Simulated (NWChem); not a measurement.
# C3H8S (1-propanethiol): levels of theory compared

Aim: a comparison of 5 runs (HF/def2-SVP, SVWN5/def2-SVP, MP2/def2-SVP, CCSD/def2-SVP, CCSD(T)/def2-SVP) of C3H8S (1-propanethiol). 

Program for the calculation: NWChem 7.3.0.

### 1 The molecule

The species is C3H8S (12 atoms), meant as a singlet with charge 0. As SMILES, `CCCS`. The C1–H5 distance was set to 1.641 Å, away from the relaxed value. At this shape a bond of the SMILES string is far longer than usual.

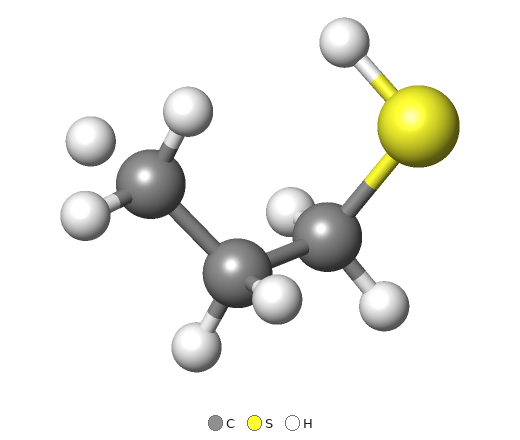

Viewed from a chosen angle; carbon grey, sulfur yellow, hydrogen white.

### 2 A single-point energy at HF/def2-SVP (run 1)

The input, a.nw:

```
start a
title "C3H8S"
memory total 2200 mb

geometry units atomic noautosym nocenter noautoz
C     -2.50416868    -0.73491449     0.51520170
C      0.00633247    -1.38800384     1.73672067
C      2.15192751     0.37208707     1.00105029
S      1.83086305     3.60710923     2.08877665
H     -2.26691546    -0.67992346    -2.57701952
H     -3.17955680     1.11418252     1.13711057
H     -3.95207684    -2.11970579     1.00785330
H      0.55888839    -3.31023325     1.19455824
H     -0.19038802    -1.38516925     3.79501036
H      3.92260089    -0.26248296     1.85199396
H      2.43878794     0.38380338    -1.04382235
H     -0.03070616     4.30517406     0.51576862
end

basis "ao basis" spherical bse
C library def2-SVP
S library def2-SVP
H library def2-SVP
end

scf
nopen 0
rhf
thresh 1e-08
maxiter 80
end

task scf energy
```

On the command line:

```console
nwchem a.nw > a.out
```

What it wrote:

```text
[...]
  functions       =   100
[...]
  wavefunction    = RHF
[...]
         Total SCF energy =   -515.499859633684
      One-electron energy =  -1036.258292669356
      Two-electron energy =    355.263340917935
 Nuclear repulsion energy =    165.495092117736
        Time for solution =     10.8s
[...]
```

Wall time 12 s (1 thread of Intel Xeon 6975P-C (Granite Rapids), shared host); peak memory 0.099 GiB.

### 3 The energy at SVWN5/def2-SVP (run 2)

The input, c3h8s.xyz:

```xyz
12

C     -1.325149    -0.388900     0.272633
C      0.003351    -0.734500     0.919033
C      1.138751     0.196900     0.529733
S      0.968851     1.908800     1.105333
H     -1.199600    -0.359800    -1.363700
H     -1.682549     0.589600     0.601733
H     -2.091349    -1.121700     0.533333
H      0.295751    -1.751700     0.632133
H     -0.100749    -0.733000     2.008233
H      2.075751    -0.138900     0.980033
H      1.290551     0.203100    -0.552367
H     -0.016249     2.278200     0.272933
```

The input, run.py:

```python
from ase.io import read
from ase.calculators.nwchem import NWChem

molecule = read('c3h8s.xyz')

calc = NWChem(
    label='c3h8s',
    theory='dft',
    memory='2200 mb',
    basis='def2-SVP',
    basispar='spherical bse',
    dft={'xc': 'slater vwn_5', 'mult': '1', 'grid': 'fine', 'convergence': 'energy 1e-08', 'iterations': '100', 'mulliken': None},
    task='energy',
)
molecule.calc = calc

print(f"energy = {molecule.get_potential_energy():.6f} eV")
print("dipole (e A):", molecule.get_dipole_moment().round(4))
```

On the command line:

```console
export ASE_NWCHEM_COMMAND="nwchem PREFIX.nwi > PREFIX.nwo"
python run.py
```

What it wrote:

```text
energy = -14001.194095 eV
dipole (e A): [-0.084  -0.2372 -0.0742]
```

The calculator wrote c3h8s.nwi:

```
title "c3h8s"

permanent_dir c3h8s

scratch_dir c3h8s

start c3h8s

geometry units angstrom nocenter noautosym noautoz
  C  -1.3251489999999999e+00 -3.8890000000000002e-01 2.7263300000000001e-01
  C  3.3509999999999998e-03 -7.3450000000000004e-01 9.1903299999999999e-01
  C  1.1387510000000001e+00 1.9689999999999999e-01 5.2973300000000001e-01
  S  9.6885100000000002e-01 1.9088000000000001e+00 1.1053329999999999e+00
  H  -1.1996000000000000e+00 -3.5980000000000001e-01 -1.3636999999999999e+00
  H  -1.6825490000000001e+00 5.8960000000000001e-01 6.0173299999999996e-01
  H  -2.0913490000000001e+00 -1.1216999999999999e+00 5.3333299999999995e-01
  H  2.9575099999999999e-01 -1.7517000000000000e+00 6.3213299999999994e-01
  H  -1.0074900000000001e-01 -7.3299999999999998e-01 2.0082330000000002e+00
  H  2.0757509999999999e+00 -1.3890000000000000e-01 9.8003300000000004e-01
  H  1.2905510000000000e+00 2.0310000000000000e-01 -5.5236700000000005e-01
  H  -1.6249000000000000e-02 2.2782000000000000e+00 2.7293299999999998e-01
end

memory 2200 mb

basis spherical bse noprint
   * library def2-SVP
end

dft
  xc slater vwn_5
  mult 1
  grid fine
  convergence energy 1e-08
  iterations 100
  mulliken
end

task dft energy
```

c3h8s.nwo, cut to the lines that bear on the results:

```text
[...]
      One electron energy =    -1036.873425065729
[... 1 line left out ...]
    Exchange-Corr. energy =      -42.231703953405
[... 6 lines left out ...]
                       DFT Final Molecular Orbital Analysis
[... 719 lines left out ...]
     -------------------------------------------
[...]
```

Run time: 13 s. Hardware: 1 thread of Intel Xeon 6975P-C (Granite Rapids), shared host; peak memory 0.12 GiB.

Run 3 isn't shown in full; the table further down has it.

### 4 The energy at CCSD/def2-SVP (run 4)

The input, run.py:

```python
from ase import Atoms
from ase.calculators.nwchem import NWChem

mol = Atoms(['C', 'C', 'C', 'S', 'H', 'H', 'H', 'H', 'H', 'H', 'H', 'H'], positions=[
    [-1.325149, -0.388900, 0.272633],
    [0.003351, -0.734500, 0.919033],
    [1.138751, 0.196900, 0.529733],
    [0.968851, 1.908800, 1.105333],
    [-1.199600, -0.359800, -1.363700],
    [-1.682549, 0.589600, 0.601733],
    [-2.091349, -1.121700, 0.533333],
    [0.295751, -1.751700, 0.632133],
    [-0.100749, -0.733000, 2.008233],
    [2.075751, -0.138900, 0.980033],
    [1.290551, 0.203100, -0.552367],
    [-0.016249, 2.278200, 0.272933],
])

calc = NWChem(
    label='mol',
    theory='ccsd',
    memory='2200 mb',
    basis='def2-SVP',
    basispar='spherical bse',
    scf={'nopen': '0', 'rhf': None, 'thresh': '1e-08', 'maxiter': '80', 'print': 'low'},
    ccsd={'freeze': 'core 8', 'maxiter': '60'},
    task='energy',
)
mol.calc = calc

print(f"energy = {mol.get_potential_energy():.6f} eV")
```

On the command line:

```console
export ASE_NWCHEM_COMMAND="nwchem PREFIX.nwi > PREFIX.nwo"
python run.py
```

What it wrote:

```text
energy = -14044.880881 eV
```

The calculator wrote mol.nwi:

```
title "mol"

permanent_dir mol

scratch_dir mol

start mol

geometry units angstrom nocenter noautosym noautoz
  C  -1.3251489999999999e+00 -3.8890000000000002e-01 2.7263300000000001e-01
  C  3.3509999999999998e-03 -7.3450000000000004e-01 9.1903299999999999e-01
  C  1.1387510000000001e+00 1.9689999999999999e-01 5.2973300000000001e-01
  S  9.6885100000000002e-01 1.9088000000000001e+00 1.1053329999999999e+00
  H  -1.1996000000000000e+00 -3.5980000000000001e-01 -1.3636999999999999e+00
  H  -1.6825490000000001e+00 5.8960000000000001e-01 6.0173299999999996e-01
  H  -2.0913490000000001e+00 -1.1216999999999999e+00 5.3333299999999995e-01
  H  2.9575099999999999e-01 -1.7517000000000000e+00 6.3213299999999994e-01
  H  -1.0074900000000001e-01 -7.3299999999999998e-01 2.0082330000000002e+00
  H  2.0757509999999999e+00 -1.3890000000000000e-01 9.8003300000000004e-01
  H  1.2905510000000000e+00 2.0310000000000000e-01 -5.5236700000000005e-01
  H  -1.6249000000000000e-02 2.2782000000000000e+00 2.7293299999999998e-01
end

memory 2200 mb

basis spherical bse noprint
   * library def2-SVP
end

scf
  nopen 0
  rhf
  thresh 1e-08
  maxiter 80
  print low
end
ccsd
  freeze core 8
  maxiter 60
end

task ccsd energy
```

mol.nwo:

```text
Northwest Computational Chemistry Package (NWChem) 7.3.0
             --------------------------------------------------------

           Job information
           ---------------

    nwchem branch   = 7.3.0
    use scalapack   = T
    input           = mol.nwi
    prefix          = mol.
    data base       = mol/mol.db
    status          = startup
    nproc           =        1

           Memory information
           ------------------

    heap     =     72089598 doubles =      550.0 Mbytes
    stack    =     72089595 doubles =      550.0 Mbytes
    global   =    144179200 doubles =     1100.0 Mbytes (distinct from heap & stack)
    total    =    288358393 doubles =     2200.0 Mbytes
    verify   = yes
    hardfail = no

           Directory information
           ---------------------

  0 permanent = mol
  0 scratch   = mol

                                NWChem Input Module
                                -------------------

                                        mol
                                        ---

[... 101 lines left out ...]
       Final RHF  results
[... 3 lines left out ...]
      One-electron energy =  -1036.258316350745
[... 1 line left out ...]
 Nuclear repulsion energy =    165.495104076009
[... 21 lines left out ...]
 MP2 Corr. energy:             -0.576918308249366
[... 22 lines left out ...]
  Failed reading restart vector from mol/mol.t2
[... 3 lines left out ...]
             energy      energy      error      ampl     ampl      Block
[... 6 lines left out ...]
                  *************converged*************
[... 1 line left out ...]
 -----------
 CCSD Energy
 -----------
 Reference energy:            -515.499859656932699
 CCSD corr. energy:             -0.639996951896364
 Total CCSD energy:           -516.139856608829064

 --------------------------------
 Spin Component Scaled (SCS) CCSD
 --------------------------------
 Same spin contribution:                 -0.120137441983168
 Same spin scaling factor:                1.130000000000000
 Opposite spin contribution:             -0.519859509913196
 Opposite spin scaling fact.:             1.270000000000000
 SCS-CCSD correlation energy:            -0.795976887030739
 Total SCS-CCSD energy:                -516.295836543963446

 routine      calls  cpu(0)   cpu-min  cpu-ave  cpu-max   i/o
 aoccsd          1     0.02     0.02     0.02     0.02    0.00
 iterdrv         1     0.04     0.04     0.04     0.04    0.00
 pampt          12     0.18     0.18     0.18     0.18    0.00
[... 9 lines of this table left out ...]
 Total                99.77    99.77    99.77    99.77    0.00

 Task  times  cpu:      116.3s     wall:      116.3s
 Total times  cpu:      116.4s     wall:      116.4s
```

Run time: 2 min. Hardware: 1 thread of Intel Xeon 6975P-C (Granite Rapids), shared host; peak memory 0.27 GiB.

### 5 The energy at CCSD(T)/def2-SVP (run 5)

The input, run.nw:

```
start run
memory total 2200 mb
charge 0

geometry noautosym nocenter noautoz
   C    -1.325149   -0.388900    0.272633
   C     0.003351   -0.734500    0.919033
   C     1.138751    0.196900    0.529733
   S     0.968851    1.908800    1.105333
   H    -1.199600   -0.359800   -1.363700
   H    -1.682549    0.589600    0.601733
   H    -2.091349   -1.121700    0.533333
   H     0.295751   -1.751700    0.632133
   H    -0.100749   -0.733000    2.008233
   H     2.075751   -0.138900    0.980033
   H     1.290551    0.203100   -0.552367
   H    -0.016249    2.278200    0.272933
end

basis spherical bse
   * library def2-SVP
end

scf
   thresh 1e-08
   maxiter 80
   print low
end

ccsd
   freeze core 8
   maxiter 60
end

task ccsd(t)
```

On the command line:

```console
nwchem run.nw > run.out
```

What it wrote:

```text
[...]
  functions       =   100
[...]
  wavefunction    = RHF
[...]
         Total SCF energy =   -515.499859657042
      One-electron energy =  -1036.258316350937
      Two-electron energy =    355.263352617885
 Nuclear repulsion energy =    165.495104076010
        Time for solution =     10.7s
[...]
 Total MP2 energy:           -516.076777965288443
[...]
             energy      energy      error      ampl     ampl      Block
                                                time     time      time
[...]
 Total CCSD energy:           -516.139856608930813
[...]
 Total CCSD+T(CCSD) energy:           -516.160369332106825
[...]
 Total CCSD(T) energy:                -516.159723076948467
[...]
```

It took 2.5 min on 1 thread of Intel Xeon 6975P-C (Granite Rapids), shared host; peak memory 0.35 GiB.

### 6 The series

```
run             level  iteration cap   module  energy (Eh)  wall time
  1       HF/def2-SVP             80      scf  -515.499860       12 s
  2    SVWN5/def2-SVP            100      dft  -514.534397       13 s
  3      MP2/def2-SVP             80      mp2  -516.076778       15 s
  4     CCSD/def2-SVP             80     ccsd  -516.139857      2 min
  5  CCSD(T)/def2-SVP             80  ccsd(t)  -516.159723    2.5 min
```

### 7 What came out

```
                                          quantity          value
                               run 5: total energy  -516.15972 Eh
run 5: correlation energy (8 core orbitals frozen)     -659.9 mEh
                             run 5: (T) correction     -19.87 mEh
```

Below the HF energy at the same shape and in the same basis (def2-SVP): MP2 -576.9 mEh; CCSD -640.0 mEh; CCSD(T) -659.9 mEh. All runs together took 5.1 min, the longest 2.5 min.
